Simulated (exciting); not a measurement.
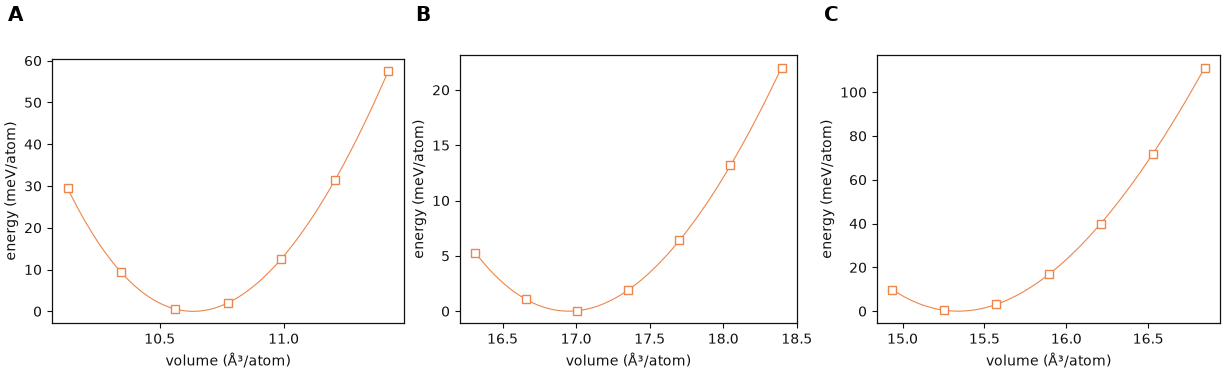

Each panel shows the energy against volume for one of these solids: MgSi, P4/mmm (No. 123); Mo, Im-3m (No. 229); TaN, P-6m2 (No. 187).

Calculation (exciting sodium): all-electron LAPW DFT, no spin polarisation; energies at scaled volumes of the given cell, shape and fractions fixed, counted from the fit's minimum, third-order Birch-Murnaghan fit. Level: PBEsol.

> Match the panels to the solids.

A is TaN (energy from 0.57 meV/atom to 57.45 meV/atom, V0 10.63 Å³/atom, B0 359 GPa); B is MgSi (energy from 0.04 meV/atom to 22.02 meV/atom, V0 16.95 Å³/atom, B0 66.4 GPa); C is Mo (energy from 0 meV/atom to 111 meV/atom, V0 15.34 Å³/atom, B0 287 GPa).

For MgSi, limits of the calculation: shape and atomic fractions are frozen while scaling, which makes layered, chain and framework solids too stiff.

For TaN, limits of the calculation: shape and atomic fractions are frozen while scaling, which makes layered, chain and framework solids too stiff.
